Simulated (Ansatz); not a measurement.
## Convergence of a linear-scaling basis for glassy 71SiO2-29BaO (mol %) (65 atoms)

Wanted: errors and times of a linear-scaling basis for glassy 71SiO2-29BaO (mol %) (65 atoms). A setting counts as converged where the r.m.s. difference of forces stays under 1 % of the r.m.s. force.

Program: Ansatz 0.2.0. Level of theory: Kohn-Sham DFT, PBE, PAW (set soft_2), plane waves. Results are calculated unless marked as measured.

### Step 1. Set-up

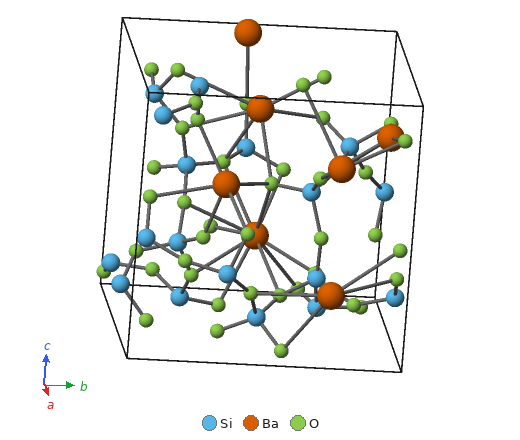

The cell as given, slightly off an axis (silicon blue, barium orange, oxygen green). Some periodic images of atoms are drawn too.

The cell holds 65 atoms: 17 Si, 7 Ba and 41 O. Its edges and angles: a = 10.034 Å, b = 10.034 Å, c = 10.034 Å, α = 90.0°, β = 90.0°, γ = 90.0°. 65 atoms (17 Si, 7 Ba, 41 O) placed at random at 3.34 g/cm³, melted at 4000 K for 10 ps at fixed volume with the Morse and Coulomb pair potential with partial charges (Pedone, Malavasi, Menziani, Cormack and Segre, J. Phys. Chem. B 110, 11780 (2006)). Quenched from 4000 K to 300 K at 100 K/ps and fixed volume, held 10 ps at zero pressure.

What the set-up can't give: The quench rate of 100 K/ps is many orders above laboratory rates, so the cell is likely richer in defects and strain than a real sample. The network of bonds at the start is that of the classical potential that made the cell, and needn't be the one that DFT or experiment would give. Only the Γ point is sampled, in a cell whose shortest periodic width is 10 Å. The levels lack spin–orbit coupling, which is large for the heavy elements here.

### Step 2. Plane-wave single point

The first run uses the default basis; a harder plane-wave run follows as the reference for the support functions.

input.yaml

```yaml
crystal:
  lattice:
    - [10.03371, 0.0, 0.0]
    - [0.0, 10.03371, 0.0]
    - [0.0, 0.0, 10.03371]
  atoms:
    - { symbol: Si, position: [0.11357, 0.99035, 0.42734] }
    - { symbol: Si, position: [0.4902, 0.21022, 0.30384] }
    - { symbol: Si, position: [0.25095, 0.2477, 0.52964] }
    - { symbol: Si, position: [0.0467, 0.48182, 0.54924] }
    - { symbol: Si, position: [0.54821, 0.71713, 0.21064] }
    - { symbol: Si, position: [0.96962, 0.06284, 0.90884] }
    - { symbol: Si, position: [0.91392, 0.34984, 0.3108] }
    - { symbol: Si, position: [0.28025, 0.8308, 0.6367] }
    - { symbol: Si, position: [0.33618, 0.2511, 0.05704] }
    - { symbol: Si, position: [0.71901, 0.49058, 0.10124] }
    - { symbol: Si, position: [0.70752, 0.21737, 0.95245] }
    - { symbol: Si, position: [0.30381, 0.75517, 0.03465] }
    - { symbol: Si, position: [0.16739, 0.01213, 0.12585] }
    - { symbol: Si, position: [0.54347, 0.6739, 0.53184] }
    - { symbol: Si, position: [0.8237, 0.05501, 0.40665] }
    - { symbol: Si, position: [0.27685, 0.10702, 0.79791] }
    - { symbol: Si, position: [0.63683, 0.99748, 0.17784] }
    - { symbol: Ba, position: [0.94289, 0.72832, 0.25714] }
    - { symbol: Ba, position: [0.34876, 0.48686, 0.78065] }
    - { symbol: Ba, position: [0.60452, 0.93869, 0.76737] }
    - { symbol: Ba, position: [0.70333, 0.34309, 0.58931] }
    - { symbol: Ba, position: [0.29533, 0.51108, 0.29004] }
    - { symbol: Ba, position: [0.04212, 0.45576, 0.97876] }
    - { symbol: Ba, position: [0.91591, 0.73325, 0.72655] }
    - { symbol: O, position: [0.73105, 0.06742, 0.536] }
    - { symbol: O, position: [0.26638, 0.91969, 0.03454] }
    - { symbol: O, position: [0.19863, 0.73442, 0.71687] }
    - { symbol: O, position: [0.86822, 0.18849, 0.93292] }
    - { symbol: O, position: [0.61152, 0.85281, 0.13558] }
    - { symbol: O, position: [0.88153, 0.95908, 0.83365] }
    - { symbol: O, position: [0.65951, 0.09836, 0.05295] }
    - { symbol: O, position: [0.01437, 0.47569, 0.705] }
    - { symbol: O, position: [0.92657, 0.4098, 0.46817] }
    - { symbol: O, position: [0.28986, 0.21636, 0.67806] }
    - { symbol: O, position: [0.61182, 0.28652, 0.36149] }
    - { symbol: O, position: [0.05667, 0.62325, 0.47693] }
    - { symbol: O, position: [0.41554, 0.77459, 0.58211] }
    - { symbol: O, position: [0.4002, 0.70326, 0.92606] }
    - { symbol: O, position: [0.64644, 0.22652, 0.81043] }
    - { symbol: O, position: [0.15943, 0.69892, 0.06104] }
    - { symbol: O, position: [0.36806, 0.23664, 0.42084] }
    - { symbol: O, position: [0.20363, 0.90507, 0.52274] }
    - { symbol: O, position: [0.51704, 0.05796, 0.27053] }
    - { symbol: O, position: [0.5984, 0.5838, 0.15404] }
    - { symbol: O, position: [0.80131, 0.5812, 0.00276] }
    - { symbol: O, position: [0.15414, 0.9646, 0.27634] }
    - { symbol: O, position: [0.0544, 0.37624, 0.25085] }
    - { symbol: O, position: [0.28756, 0.40001, 0.02146] }
    - { symbol: O, position: [0.12395, 0.10637, 0.84477] }
    - { symbol: O, position: [0.17681, 0.38871, 0.52842] }
    - { symbol: O, position: [0.57809, 0.71881, 0.36979] }
    - { symbol: O, position: [0.38654, 0.73058, 0.1851] }
    - { symbol: O, position: [0.44554, 0.27381, 0.17185] }
    - { symbol: O, position: [0.32642, 0.96804, 0.74277] }
    - { symbol: O, position: [0.95514, 0.96452, 0.4426] }
    - { symbol: O, position: [0.02307, 0.00619, 0.05228] }
    - { symbol: O, position: [0.47524, 0.53488, 0.53714] }
    - { symbol: O, position: [0.87687, 0.19634, 0.34269] }
    - { symbol: O, position: [0.36521, 0.17315, 0.9147] }
    - { symbol: O, position: [0.82124, 0.45128, 0.21825] }
    - { symbol: O, position: [0.22248, 0.1579, 0.12429] }
    - { symbol: O, position: [0.75756, 0.98416, 0.28035] }
    - { symbol: O, position: [0.14666, 0.14254, 0.4852] }
    - { symbol: O, position: [0.67479, 0.35781, 0.03018] }
    - { symbol: O, position: [0.67314, 0.687, 0.62028] }
kpoints:
  mp_grid: { grid: [1, 1, 1] }
hamiltonian:
  xc: pbe
scf:
  occupations: { method: fixed }
output:
  forces: true
  stress: true
  populations: true
  dos:
    method: { smearing: { sigma: 0.08 } }
    de: 0.1
    projected: { site_lists: { Ba: [Ba], O: [O], Si: [Si] } }
  eigenvalues: true
  write_density: true
  write_potential: true
  volumetric_format: npy
```

On the command line:

```sh
$ ansatz run input.yaml --threads 4 --pin off --max-ram 8192MiB --backend cpu --events-out ev --progress --plain --runs-dir out
```

Numbers of over 12 decimals in the logs are rounded to 6 here.

Log:

```text
Engine: ansatz 0.2.0, x86_64-unknown-linux-gnu
Pseudopotentials: kind: paw
Pseudopotential: Si, paw, valence charge 4, recommended cutoff 420 eV (normal), Si.paw.azcp
Pseudopotential: Ba, paw, valence charge 10, recommended cutoff 420 eV (normal), Ba.paw.azcp
Pseudopotential: O, paw, valence charge 6, recommended cutoff 420 eV (normal), O.paw.azcp
Functional definition: PBE
  parameter kappa = 0.804
  parameter beta = 0.066725
  exchange = pbe_x(kappa = kappa, mu = beta*pi^2/3)
  correlation = pbe_c(beta = beta)
Crystal: 65 atoms, lattice volume = 1010.147 Å³
Basis set: ecut = 420 eV, 19837 PW (Γ), exchange–correlation on 144×144×144 points (8 copies of the dense FFT grid, shifted against one another)
Bands: 257, of which v1, the nominal top of the filled ones, is band 192 counted from 1 (191 counted from 0)
Symmetry: 1 space group operations
Space group: P1 (ITA 1), of the structure as read, at distance tolerance 1.0e-4 Å
k-points: 1
Non-local potential: Si, projectors of the file, l = 0: 2, l = 1: 2, l = 2: 2
Non-local potential: Ba, projectors of the file, l = 0: 3, l = 1: 2, l = 2: 2, l = 3: 2
Non-local potential: O, projectors of the file, l = 0: 2, l = 1: 2, l = 2: 1
PAW form: soft (Blöchl's): semilocal exchange-correlation on the pseudo side does not see the compensation charge
PAW one-centre angular grid: Si, 110 points (default); XC on 64 Gauss nodes
PAW one-centre angular grid: Ba, 194 points (default); XC on 64 Gauss nodes
PAW one-centre angular grid: O, 110 points (default); XC on 64 Gauss nodes
Initial density: superposition of atomic densities (neutral atoms: chi_scale 0, normalization atom), corrected by the library's trained network
Initial wavefunctions: pseudopotential atomic-orbital guess
Functional: x = pbe(κ = 0.804, μ = 0.219515), c = pbe(β = 0.066725)
SCF iter   1: F=—  HF=-75795.032220 eV  |F-HF|=—  |Δ(HF+E_count)|=         —  Δρ=1.96e-3  dr2=3.70e-2  ethr=1.77e-3  ⟨swp⟩=5.0  Hψ=1020  notcnv=0  defer=63
preconditioner: auto → Resta (q_TF=auto, 2.322 Å⁻¹)  ε∞=3.3  [insulator: Δε(μ)=3.645 eV  Ē_g=14.775 eV  n_scr=202 (ndim 8)  ℏωp=22.5 eV  f_vac=0.122  ε∞_Penn≈3.3]
SCF iter   2: F=—  HF=-75795.037561 eV  |F-HF|=—  |Δ(HF+E_count)|=   5.34e-3  Δρ=1.01e-3  dr2=8.68e-3  ethr=9.65e-6  ⟨swp⟩=3.0  Hψ=490  notcnv=0  defer=63
SCF iter   3: F=—  HF=-75795.041231 eV  |F-HF|=—  |Δ(HF+E_count)|=   3.67e-3  Δρ=4.40e-4  dr2=2.31e-3  ethr=2.26e-6  ⟨swp⟩=2.0  Hψ=357  notcnv=0  defer=63
SCF iter   4: F=—  HF=-75795.041576 eV  |F-HF|=—  |Δ(HF+E_count)|=   3.45e-4  Δρ=1.21e-4  dr2=1.79e-4  ethr=6.01e-7  ⟨swp⟩=2.0  Hψ=357  notcnv=0  defer=63
SCF iter   5: F=—  HF=-75795.041662 eV  |F-HF|=—  |Δ(HF+E_count)|=   8.58e-5  Δρ=8.15e-5  dr2=5.85e-5  ethr=4.66e-8  ⟨swp⟩=2.0  Hψ=355  notcnv=0  defer=63
SCF iter   6: F=—  HF=-75795.043090 eV  |F-HF|=—  |Δ(HF+E_count)|=   1.43e-3  Δρ=1.83e-5  dr2=3.54e-6  ethr=1.52e-8  ⟨swp⟩=2.0  Hψ=438  notcnv=0  defer=61
SCF iter   7: F=—  HF=-75795.043092 eV  |F-HF|=—  |Δ(HF+E_count)|=   2.69e-6  Δρ=8.69e-6  dr2=7.47e-7  ethr=9.23e-10  ⟨swp⟩=2.0  Hψ=350  notcnv=0  defer=61
SCF iter   8: F=—  HF=-75795.043093 eV  |F-HF|=—  |Δ(HF+E_count)|=   5.45e-7  Δρ=5.84e-6  dr2=2.97e-7  ethr=1.94e-10  ⟨swp⟩=2.0  Hψ=355  notcnv=0  defer=61
SCF iter   9: F=-75795.043093 eV  HF=-75795.043093 eV  |F-HF|=1.75e-8  |Δ(HF+E_count)|=   2.28e-8  Δρ=1.26e-6  dr2=1.63e-8  ethr=2.60e-11  ⟨swp⟩=27.0  Hψ=2837  notcnv=0
SCF 1 converged in 9 iterations: F = -75795.043093 eV  dr2 = 1.63e-8
  greatest PAW one-centre occupation: 0.955 electrons in one spin orbital (limit 2), on the Ba atom at site 20 (counted from 0), in its partial waves of l = 0
SCF converged after 9 iterations
Free energy (F): -75795.043093 eV
Harris-Foulkes:  -75795.043093 eV  (|F-HF|=1.75e-8)
Internal energy: -75795.043093 eV  (E = F + TS)
E sigma→0 (E₀):  -75795.043093 eV
Fermi energy:    4.855175 eV
--- Per-component energies (eV) ---
  E_band       = -1451.733217
  E_kinetic    = 9273.427898
  E_local      = -23967.719418  (includes V_loc(G=0)·N_el)
  E_nonlocal   = 2787.431849
  E_hartree    = 8960.498801
  E_xc         = -5186.773224
  E_vxc        = -5665.514380  (∫ρ·V_xc dr)
  E_paw        = -51816.956660  (= ΣΔE_a)
  E_vpaw       = -1800.461959  (= ΣTr[D̂ρ^β])
  E_aug_tail   = 0.104458  (compensation charges beyond the density's cutoff)
  E_ewald      = -15845.056797
  E_smearing   = -0.000000  (= −TS)
  E_closure    = -0.000000  (closes the sum)
  Σ components = -75795.043093   (vs F -75795.043093, Δ=0.00e0)
--- Forces (eV/Å), atoms counted from 1 ---
  atom   1  Si     0.63717383     3.06496175     1.76295230
  atom   2  Si     0.90618854     0.28221283     5.04105319
  atom   3  Si     0.32812176    -0.06924490    -2.12488650
  atom   4  Si    -0.77469354     0.61708392     0.20299140
  atom   5  Si    -1.81628662     3.38082364     0.92398791
  atom   6  Si     1.50223773     0.27867380    -0.00845490
  atom   7  Si     0.53619883     0.29811961     1.50849717
  atom   8  Si     1.17841128     2.20361862     1.78716952
  atom   9  Si    -1.24296456     0.40012471    -0.93948711
  atom  10  Si     0.61984601     0.85984665    -0.92617962
  atom  11  Si     0.63919919     0.83429736     0.75612642
  atom  12  Si    -0.26071697     1.78125701     1.14322075
  atom  13  Si     0.41388769    -1.61104197    -2.68210715
  atom  14  Si    -0.68912670     1.40010279    -1.13535756
[...]
atom  64  O     -0.62391893    -1.71974491    -0.64198096
  atom  65  O      1.07630385     1.00029319     0.90093462
  max |Σ_I F_I| component: 2.51e-5 eV/Å
--- Stress (GPa, compression-positive) ---
        5.710155       1.056450       1.024230
        1.056448       5.796059       0.197404
        1.024231       0.197404       3.492075
  P = ⅓ Tr σ = 4.9994 GPa (49.994 kbar)
--- Band table (eV) ---
  k-point 0: bands = ["-22.3430", "-21.7644", "-21.3611", "-21.3387", [... 241 levels ...], "12.9234", "12.9432", "12.9988", "13.0213", "13.0842", "13.1217", "13.1592", "13.1705", "13.2428", "13.2746", "13.3136", "13.3422"]
--- Löwdin populations: 65 sites ---
  site symbol       q [e]
     0     Si      2.2316
     1     Si      2.3025
     2     Si      2.2443
[...]
64      O      7.0212
  spilling = 0.014213 (of n_electrons = 384.000000)
```

Run time: 11 s. Hardware: 4 threads of AMD EPYC 7B13 (Zen 3), shared host; peak memory 1.2 GiB.

Read from the output:

| Property | Result |
| --- | --- |
| free energy | -75795.0431 eV |
| free energy per atom | -1166.0776 eV/atom |
| SCF cycles | 9 |
| pressure | 4.999 GPa |
| r.m.s. force component | 1.34 eV/Å |
| longest force | 5.13 eV/Å |
| Fermi energy | 4.855 eV |
| gap (highest filled to lowest empty level) | 3.581 eV |
| spilling of the projection | 0.01421 |

The r.m.s. force component of 1.3 eV/Å sets the scale for the differences below.

### Step 3. Plane waves at 750 eV (750 eV)

A harder cutoff gives the support functions a reference with less basis error.

input.yaml, the sections that differ from step 2:

```yaml
output:
  forces: true
  eigenvalues: true
basis:
  ecutwfc: "750 eV"
# crystal, kpoints, hamiltonian, scf: as in step 2
```

Log:

```text
[...]
Crystal: 65 atoms, lattice volume = 1010.147 Å³
Basis set: ecut = 750 eV, 47089 PW (Γ), exchange–correlation on 180×180×180 points (8 copies of the dense FFT grid, shifted against one another)
Bands: 257, of which v1, the nominal top of the filled ones, is band 192 counted from 1 (191 counted from 0)
Symmetry: 1 space group operations
[...]
k-points: 1
[...]
SCF iter   1: F=—  HF=-75795.277058 eV  |F-HF|=—  |Δ(HF+E_count)|=         —  Δρ=2.07e-3  dr2=3.79e-2  ethr=1.77e-3  ⟨swp⟩=6.0  Hψ=1029  notcnv=0  defer=63
[...]
SCF iter   3: F=—  HF=-75795.279774 eV  |F-HF|=—  |Δ(HF+E_count)|=   2.12e-3  Δρ=4.49e-4  dr2=2.30e-3  ethr=2.29e-6  ⟨swp⟩=3.0  Hψ=358  notcnv=0  defer=28
automatic band count: iteration 3 solves 222 bands in place of 257: the levels show a gap, and the empty bands left out lie too high to hold charge; the band table lists the bands solved (type scf.n_extra_bands for more)
SCF iter   4: F=—  HF=-75795.280069 eV  |F-HF|=—  |Δ(HF+E_count)|=   2.96e-4  Δρ=1.23e-4  dr2=1.82e-4  ethr=6.00e-7  ⟨swp⟩=2.0  Hψ=357  notcnv=0  defer=28
[...]
SCF iter   9: F=-75795.280579 eV  HF=-75795.280579 eV  |F-HF|=1.71e-8  |Δ(HF+E_count)|=   3.95e-8  Δρ=1.16e-6  dr2=1.50e-8  ethr=2.60e-11  ⟨swp⟩=16.0  Hψ=1262  notcnv=0
SCF 1 converged in 9 iterations: F = -75795.280579 eV  dr2 = 1.50e-8
[...]
SCF converged after 9 iterations
Free energy (F): -75795.280579 eV
[...]
Internal energy: -75795.280579 eV  (E = F + TS)
E sigma→0 (E₀):  -75795.280579 eV
Fermi energy:    4.855171 eV
[...]
Σ components = -75795.280579   (vs F -75795.280579, Δ=0.00e0)
--- Forces (eV/Å), atoms counted from 1 ---
  atom   1  Si     0.63705203     3.06503498     1.76254474
  atom   2  Si     0.90619736     0.28202580     5.04089084
  atom   3  Si     0.32860124    -0.06926458    -2.12480703
  atom   4  Si    -0.77473302     0.61743401     0.20297797
[...]
atom  65  O      1.07534637     1.00022704     0.90025780
  max |Σ_I F_I| component: 2.44e-5 eV/Å
--- Band table (eV) ---
[...]
```

Elapsed: 13 s, on 4 threads; peak memory 2.2 GiB.

Forces differ from the reference by 0.43 meV/Å r.m.s., 0.032 % of their size, well within a tolerance of 1 %; the energy by -3.7 meV/atom.

### Step 4. Support functions medium

The cell is solved in localised support functions. Besides, the program derives a nominal cutoff of 464 eV for this run, against the reference's 750.

This step: Kohn-Sham DFT, PBE, PAW (set soft_2), localised support functions (medium) (Ansatz 0.2.0).

input.yaml, the sections that differ from step 3:

```yaml
scf:
  occupations: { method: fixed }
  eigensolver: { kind: { support_functions: { accuracy: medium } } }
  max_iter: 150
# crystal, kpoints, hamiltonian, output: as in step 3
# basis: removed
```

Log:

```text
Warning: scf.eigensolver.kind.support_functions: disabling space-group detection — the functions' gradient is summed over unrotated k-points, so no spatial operation reduces the k-mesh or symmetrises the density; time reversal is kept, so that k and −k are solved as one point where they differ and the mesh holds both, and exact exchange and, on two spinor components, a DFT+U term hold to it where the run has them: [...]
Warning: basis.ecutwfc = 464 eV, auto-derived: no grid that the accuracy of the support functions lays serves the files at the lower one that their records recommend; a deck with other species or settings can derive another value
settings of this run that can trade accuracy for cost: scf.eigensolver.kind.support_functions [...]
[...]
Crystal: 65 atoms, lattice volume = 1010.147 Å³
Basis set: ecut = 464 eV, 22983 PW (Γ), exchange–correlation on 150×150×150 points (8 copies of the dense FFT grid, shifted against one another)
Bands: 231, of which v1, the nominal top of the filled ones, is band 192 counted from 1 (191 counted from 0)
Symmetry: 1 space group operations
k-points: 1
[...]
SCF iter   1: F=—  HF=-75790.765360 eV  |F-HF|=—  |Δ(HF+E_count)|=         —  Δρ=9.11e-2  dr2=1.18e2  ethr=1.00e-1
[...]
SCF iter  16: F=-75795.307744 eV  HF=-75795.307745 eV  |F-HF|=3.72e-7  |Δ(HF+E_count)|=   2.06e-6  Δρ=4.20e-6  dr2=6.53e-7  ethr=1.53e-9
SCF 1 converged in 16 iterations: F = -75795.334818 eV  dr2 = 6.53e-7
[...]
SCF converged after 16 iterations
Stability not checked: this state was not tested for a lower state beside it, because the mixer in use, unlike msr1, does not test its closes by its own steps (another_mixer; see scf.mixing.algorithm and scf.lower_state_search)
Free energy (F): -75795.334818 eV
[...]
Internal energy: -75795.334818 eV  (E = F + TS)
E sigma→0 (E₀):  -75795.334818 eV
Fermi energy:    4.856143 eV
[...]
Σ components = -75795.334818   (vs F -75795.334818, Δ=0.00e0)
--- Forces (eV/Å), atoms counted from 1 ---
  atom   1  Si     0.63773975     3.06586552     1.76325833
  atom   2  Si     0.90624584     0.28216300     5.04137543
  atom   3  Si     0.32794016    -0.06903887    -2.12570841
  atom   4  Si    -0.77575543     0.61731238     0.20173124
[...]
atom  65  O      1.07599427     1.00109902     0.90079836
  max |Σ_I F_I| component: 6.34e-3 eV/Å
--- Band table (eV) ---
[...]
```

Wall time 1.7 min (4 threads); peak memory 3.1 GiB.

The program notes that the band table was not solved further than the SCF left it and it switched symmetry off.

Keys that differ from the reference: basis.ecutwfc removed, support_functions.accuracy = "medium" and scf.max_iter = 150.

Forces differ from the reference by 0.64 meV/Å r.m.s., 0.048 % of their size, well within a tolerance of 1 %; the energy by -0.83 meV/atom. It took 7.8 times the reference's time (shared host, so rough). The two runs also began from different starting densities, which bears on cycles and time.

(Continued in part 2 of 4.)

[Logs are printed without paths, hosts, clocks, repeated set-up lines and the standing remarks that a program may print on its own settings, such as how far it seeks lower states.]

[Hosts, paths, dates, database ids (printed as entryN), source tags and the programs' standing remarks are cut or masked in the printed files.]
